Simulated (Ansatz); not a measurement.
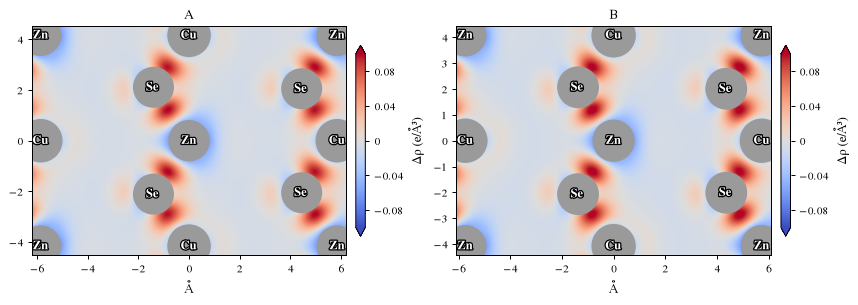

ZnCu2SnSe4: deformation density on the (110) plane of the conventional cell at two volumes, with the same fractional coordinates and one colour scale. Grey discs cover the cores. Panel A has 106 % of the volume of panel B.

Space group I-4. The cell comes from a database of computed structures, not from a measurement.

All numbers below come from DFT PBE, scalar-relativistic, plane waves, PAW in Ansatz 0.2.0.

How do bonds, bonding charge and pressure respond to this change of volume?

Answer. From B to A, Cu–Se goes from 2.44 to 2.49 Å, and Δρ at its midpoint from +0.083 to +0.078 e/Å³. From B to A, Se–Zn goes from 2.49 to 2.54 Å, and Δρ at its midpoint from +0.09 to +0.08 e/Å³. The pressure is 0.1 GPa in B and −2.8 GPa in A. Bader charges in B: Zn +0.71, Cu +0.36, Sn +1.10 and Se −0.64 e; in A: Zn +0.71, Cu +0.38, Sn +1.07 and Se −0.64 e. The rearranged charge is 0.20 e an atom in B and 0.20 e in A.
